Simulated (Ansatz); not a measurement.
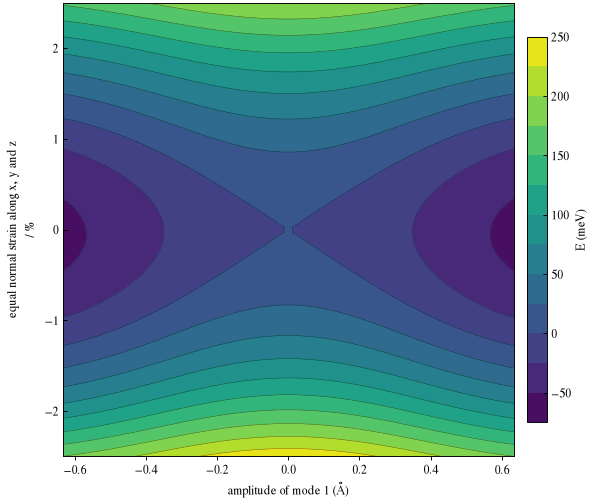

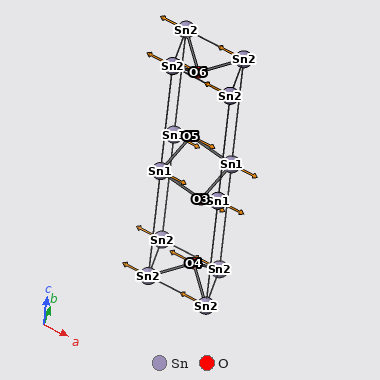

Energy landscape of SnO2 (P6_3/mmc, No. 194; 6 atoms in the cell). The energy is mapped over a normal mode and a strain (zone-centre modes of the 6-atom cell of this scan) (x along [1 0 0], y along [1 2 0], z along [0 0 1] of the conventional cell). The first coordinate is: amplitude of mode 1 (21i cm⁻¹), largest displacement in the unstrained cell; the second: equal normal strain along x, y and z. Nothing is relaxed (the pattern is fixed in fractional coordinates). The scan uses a 7 × 7 grid; 28 points were computed and 21 follow by symmetry. Points are written as (first, second). Energies are in meV per cell, from the relaxed high-symmetry cell. Level of theory: DFT PBE+D3(BJ), scalar-relativistic, plane waves, PAW in Ansatz 0.2.0. Settings: cutoff 520 eV, k-mesh 12×12×4 in the order of the run's cell vectors, gaussian smearing 0.05 eV, no spin polarisation.

Drawn: filled contours. Between grid points the surface is interpolated. The second picture is the reference structure; orange arrows give the pattern of the mode.

> Summarise what can be read from the map.

The lowest grid point is at (−0.634 Å, 0.00 %), −56 meV from the relaxed high-symmetry cell. It lies at the edge of the scanned range, so the true minimum may lie outside. The reference structure, at (0.000 Å, 0.00 %), is a saddle of this map. The highest grid point, (0.000 Å, −2.50 %), lies 297 meV above the lowest. The reference (P6_3/mmc) is not the lowest structure on this map: a distortion lowers the energy (space group C222_1 at the lowest grid point). The gap on the k-mesh is 2.2 eV at the lowest point and runs from 1.7 to 2.7 eV over the map.

Grid values (meV):

```
second ↓, first →  −0.634  −0.423  −0.211  0.000  0.211  0.423  0.634
             2.50     154     173     192    201    192    173    154
             1.67      43      62      84     92     84     62     43
             0.83     −29      −8      14     24     14     −8    −29
             0.00     −56     −34     −10      0    −10    −34    −56
            −0.83     −34     −11      14     25     14    −11    −34
            −1.67      42      66      93    105     93     66     42
            −2.50     176     201     230    242    230    201    176
```

Time for the 28 points that were run: 17 min on 2 threads of Arm Neoverse N1, on a shared host.

PAW datasets: the set soft_1.
